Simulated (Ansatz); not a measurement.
# Run report: SiC, single-point calculation (part 2 of 2)

The same run, continued: SiC (slab, 40 atoms in the cell); DFT PBE+D3(BJ), scalar-relativistic, plane waves, PAW, no spin polarisation (Ansatz 0.2.0); cutoff 420 eV, 3×2×1 k-mesh, Gaussian smearing of 0.05 eV. The structure derives from an entry of the Crystallography Open Database. It belongs to a series of runs on one base structure; here: the slab at its places in the relaxed adsorbed structure.

Output, continued:
```
--- Forces (eV/Å), atoms counted from 1 ---
  atom   1  Si     0.00168682    -2.87394976     1.65022952
  atom   2  Si    -0.00169815    -2.84937915     1.62578176
  atom   3  Si     0.00179906    -2.86990416     1.65284274
  atom   4  Si    -0.00345806    -2.85092525     1.61778210
  atom   5  C      0.00829849     1.83705801    -0.54778716
  atom   6  C     -0.00588836     1.82712017    -0.55318134
  atom   7  C      0.00681058     1.83991463    -0.55109527
  atom   8  C     -0.00511267     1.82873567    -0.55329908
  atom   9  Si     0.01517323     0.35254565    -0.77771727
  atom  10  Si    -0.02586399     0.28062235    -0.79616644
  atom  11  Si     0.01601201     0.33939341    -0.79045160
  atom  12  Si    -0.00795238     0.27093777    -0.80104342
  atom  13  C      0.01909074     0.74098229    -0.23493347
  atom  14  C     -0.01276713     0.70385439    -0.35363461
  atom  15  C      0.00539436     0.74022104    -0.25342949
  atom  16  C     -0.01070695     0.70581585    -0.32628359
  atom  17  Si    -0.02016513     0.02126162     0.05998836
  atom  18  Si     0.01149136    -0.14171492    -0.05706711
  atom  19  Si     0.02854611     0.01609895     0.05326243
  atom  20  Si    -0.01495497    -0.00333944     0.00735100
  atom  21  C     -0.00562618     0.04219833     0.06114573
  atom  22  C     -0.01926117    -0.00516082    -0.06009989
  atom  23  C      0.00561469     0.01760800     0.06790191
  atom  24  C      0.00570902    -0.03920418    -0.13865352
  atom  25  Si     0.04320170     0.11155639     0.13778651
  atom  26  Si    -0.02482691    -0.18921210    -0.15642694
  atom  27  Si    -0.04453168     0.28665127     0.43792795
  atom  28  Si     0.10844893    -0.17772481    -0.07726737
  atom  29  C     -0.12565151     0.16954606    -0.00301757
  atom  30  C     -0.03283061    -0.09356001    -0.04755863
  atom  31  C      0.08151781     0.13642437    -0.04214745
  atom  32  C      0.02581787     0.05360428     0.18982744
  atom  33  Si     0.08463827     0.13798596    -0.35356632
  atom  34  Si     0.37619076    -0.19011015     0.10519187
  atom  35  Si     0.02886270    -0.52366623    -0.78955806
  atom  36  Si    -0.36647868    -0.30580547     0.24176881
  atom  37  C     -0.09607198     0.18878037    -0.29459303
  atom  38  C      0.09479261     0.31255204     0.26138684
  atom  39  C     -0.07172748    -0.18937938     0.00472789
  atom  40  C     -0.07352759     0.34157332     0.38416549
  max |Σ_I F_I| component: 8.97e-5 eV/Å
--- Band table (eV) ---
  k-point 0: bands = ["-16.4990", "-15.2614", "-15.0173", "-14.8457", "-13.9894", "-13.7603", "-13.5974", "-13.3787", "-13.3422", "-13.0483", "-12.8653", "-12.7911", "-12.6436", "-12.2308", "-12.1469", "-11.9040", "-11.7592", "-11.5622", "-11.1419", "-10.8825", "-9.9162", "-9.5115", "-8.9982", "-8.9380", "-8.8422", "-8.7989", "-8.6106", "-8.4872", "-8.1331", "-8.0569", "-7.8883", "-7.8167", "-7.2739", "-7.2509", "-6.6729", "-6.6292", "-6.3266", "-6.0719", "-5.8666", "-5.8074", "-5.7305", "-5.4393", "-5.3141", "-5.2538", "-5.1032", "-5.0551", "-4.7611", "-4.6610", "-4.4347", "-4.4176", "-4.3299", "-4.0872", "-4.0253", "-3.8292", "-3.7766", "-3.6238", "-3.6120", "-3.5847", "-3.4841", "-3.3800", "-3.2353", "-3.2059", "-3.1799", "-3.0605", "-2.9744", "-2.8991", "-2.8292", "-2.7682", "-2.5145", "-1.9175", "-1.7731", "-1.5452", "-1.4636", "-1.3508", "-1.2813", "-1.1690", "-1.1291", "-1.1131", "-0.7616", "-0.6086", "-0.5937", "-0.5432", "-0.2803", "0.0051", "0.4351", "0.7748", "0.8985", "0.9617", "1.2750", "2.0445", "2.2395", "2.4270", "3.0593", "3.1493", "3.5584", "3.5748", "3.7163", "3.8174", "4.0926", "4.1502", "4.2061", "4.2971", "4.4328", "4.5851", "4.6608", "4.7043", "4.7613", "4.8311", "4.9205", "5.0978", "5.3040", "5.3529", "5.3978", "5.4331", "5.4542", "5.5868", "5.6664", "5.7244", "5.8353", "5.8407"]
  k-point 1: bands = ["-16.1106", "-16.0869", "-14.9085", "-14.8924", "-13.3855", "-13.3365", "-13.2384", "-13.2299", "-13.1563", "-13.1491", "-13.1210", "-13.0706", "-12.4748", "-12.4418", "-12.3749", "-12.3699", "-11.9951", "-11.9412", "-11.0291", "-11.0255", "-8.9997", "-8.9693", "-8.6651", "-8.6221", "-8.6114", "-8.6056", "-8.5957", "-8.5833", "-8.2101", "-8.2064", "-8.1847", "-8.1744", "-8.0473", "-8.0407", "-7.3113", "-7.2747", "-5.7334", "-5.6776", "-5.4398", "-5.3940", "-5.3225", "-5.3102", "-5.0578", "-5.0410", "-4.8304", "-4.8132", "-4.8026", "-4.7844", "-4.6466", "-4.5790", "-4.1935", "-4.1605", "-4.1187", "-4.1092", "-3.8647", "-3.8326", "-3.5951", "-3.5470", "-3.4034", "-3.3648", "-3.3551", "-3.3276", "-3.2870", "-3.2532", "-3.0349", "-2.9781", "-2.5580", "-2.5206", "-2.2022", "-2.1830", "-1.8060", "-1.7964", "-1.6422", "-1.6303", "-1.3217", "-1.2880", "-1.0277", "-1.0128", "-0.6354", "-0.6282", "-0.4144", "-0.3827", "0.0859", "0.2320", "0.3818", "0.3863", "1.2767", "1.3866", "1.7934", "2.0621", "2.4335", "2.4703", "2.4871", "2.5051", "2.9734", "2.9989", "3.2483", "3.3253", "3.8095", "3.8635", "3.9893", "4.0157", "4.5673", "4.5891", "4.6415", "4.7140", "4.7369", "4.7745", "4.9565", "4.9704", "5.0137", "5.0634", "5.3187", "5.3463", "5.3643", "5.4171", "5.6296", "5.6740", "5.8397", "5.8569"]
  k-point 2: bands = ["-16.1383", "-15.0880", "-14.9101", "-14.6852", "-14.5189", "-13.8982", "-13.7862", "-13.6817", "-13.6268", "-13.4300", "-13.0192", "-12.8642", "-12.5326", "-12.4723", "-12.1724", "-11.8956", "-11.7227", "-11.6077", "-11.4006", "-11.1911", "-8.7095", "-8.6832", "-8.5881", "-8.4847", "-8.3097", "-8.2891", "-8.2234", "-8.0345", "-7.9972", "-7.8055", "-7.6148", "-7.4169", "-6.7987", "-6.6226", "-6.5506", "-6.3310", "-6.2073", "-6.0834", "-6.0464", "-5.9442", "-5.8972", "-5.8694", "-5.6863", "-5.4638", "-5.2861", "-5.2217", "-5.0723", "-4.9870", "-4.8051", "-4.7387", "-4.5127", "-4.4596", "-4.4082", "-4.3474", "-4.2905", "-3.9481", "-3.9271", "-3.7506", "-3.7402", "-3.7090", "-3.5785", "-3.5405", "-3.4484", "-3.3065", "-3.1802", "-3.0203", "-3.0030", "-2.9078", "-2.8422", "-2.6537", "-2.5932", "-2.5332", "-1.8350", "-1.5637", "-1.3356", "-1.3131", "-1.2998", "-1.2109", "-0.8258", "-0.7073", "-0.0831", "0.0521", "0.2005", "0.5352", "0.6740", "0.9933", "1.2944", "1.7709", "1.9966", "2.2530", "2.5061", "3.1869", "3.7145", "3.7726", "4.0252", "4.0410", "4.0981", "4.2741", "4.2882", "4.4264", "4.5734", "4.6279", "4.6464", "4.6954", "4.7162", "4.7831", "4.8127", "4.9030", "5.0214", "5.1669", "5.2030", "5.3346", "5.4517", "5.5602", "5.5723", "5.6750", "5.7365", "5.8062", "5.8290", "5.8662"]
  k-point 3: bands = ["-15.7566", "-15.7326", "-14.7363", "-14.7104", "-14.5644", "-14.5477", "-13.5873", "-13.5684", "-12.9472", "-12.9431", "-12.8444", "-12.7865", "-12.4719", "-12.4547", "-12.0972", "-12.0933", "-12.0694", "-12.0041", "-11.4695", "-11.4613", "-9.0108", "-8.9887", "-8.4032", "-8.3526", "-8.3081", "-8.2802", "-8.0308", "-8.0193", "-7.7390", "-7.7171", "-7.4502", "-7.4230", "-7.0432", "-7.0038", "-6.6140", "-6.6044", "-6.1751", "-6.1516", "-5.7846", "-5.7541", "-5.7446", "-5.7231", "-5.4434", "-5.4164", "-5.2883", "-5.2545", "-5.1253", "-5.1039", "-4.5642", "-4.5279", "-4.3479", "-4.3012", "-4.2220", "-4.2038", "-4.0052", "-3.9986", "-3.9244", "-3.9146", "-3.8964", "-3.8701", "-3.7262", "-3.7225", "-3.3591", "-3.3387", "-3.2702", "-3.2099", "-3.0563", "-3.0456", "-3.0090", "-2.9841", "-2.4801", "-2.4624", "-1.4720", "-1.4643", "-1.4481", "-1.4276", "-1.0339", "-1.0203", "-0.9972", "-0.9927", "-0.0664", "-0.0337", "0.3102", "0.3230", "0.6881", "0.8894", "1.3355", "1.6223", "2.5945", "2.6104", "2.8885", "2.9146", "2.9617", "2.9669", "3.6310", "3.6792", "3.9770", "4.0149", "4.1812", "4.2108", "4.2287", "4.2813", "4.7530", "4.7974", "4.8112", "4.8325", "5.0284", "5.0796", "5.1746", "5.2151", "5.4715", "5.5004", "5.5281", "5.5399", "5.8526", "5.8605", "5.9192", "5.9838", "6.0199", "6.0373"]
```

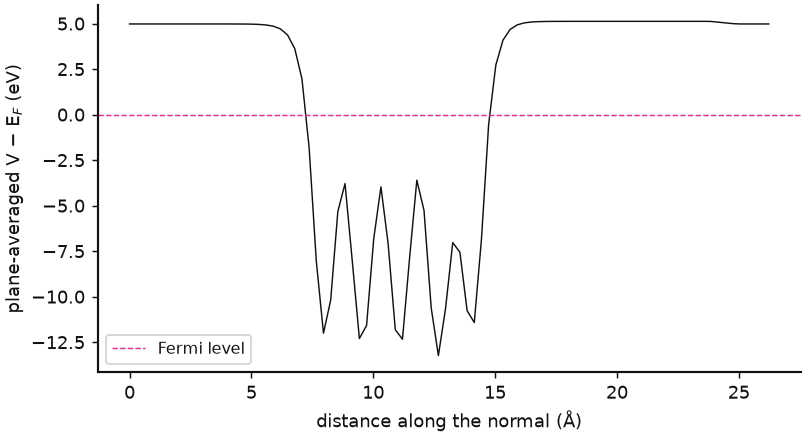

**Figure 1.** Plane average of the electrostatic potential energy of an electron across the cell, from the Fermi level. The vacuum level lies 5.12 eV above the Fermi level on the upper side and 4.98 eV on the lower.

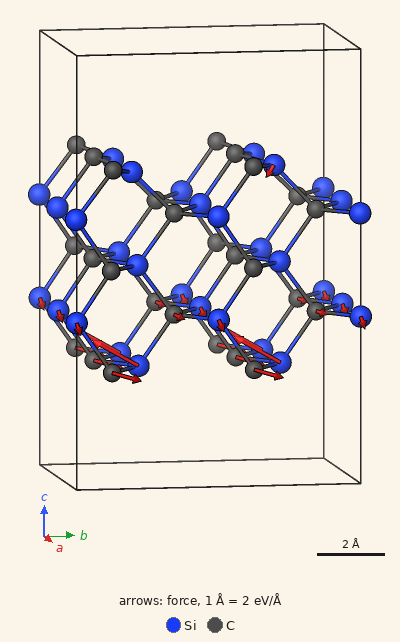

**Figure 2.** Forces on the atoms as red arrows (ball-and-stick view of the cell of the calculation, with the vacuum cut short, seen slightly off an axis); the smallest are left out. The largest act on Si1, Si3 (3.31 eV/Å); Si2, Si4 (3.28 eV/Å); C5, C7 (1.92 eV/Å); C6, C8 (1.91 eV/Å). Atoms are counted from 1 in the order of the input and aren't labelled in the picture. The geometry is not a stationary point of this energy.

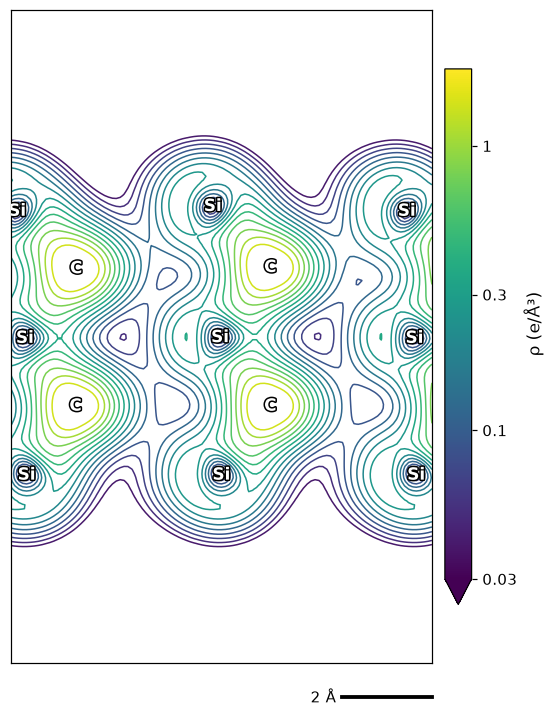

**Figure 3.** Valence pseudo-density on the (100) plane of the calculation cell, a cut from vacuum to vacuum. Atoms in the plane: Si and C. Si–C (1.84 Å): ρ is about 0.95 e/Å³ halfway. Si–C (1.88 Å): ρ at the midpoint is about 0.87 e/Å³. Si–C (1.92 Å): the density is about 0.82 e/Å³ at the midpoint. The density dies away to nearly zero in the vacuum. The fields are those of the smooth PAW valence density.
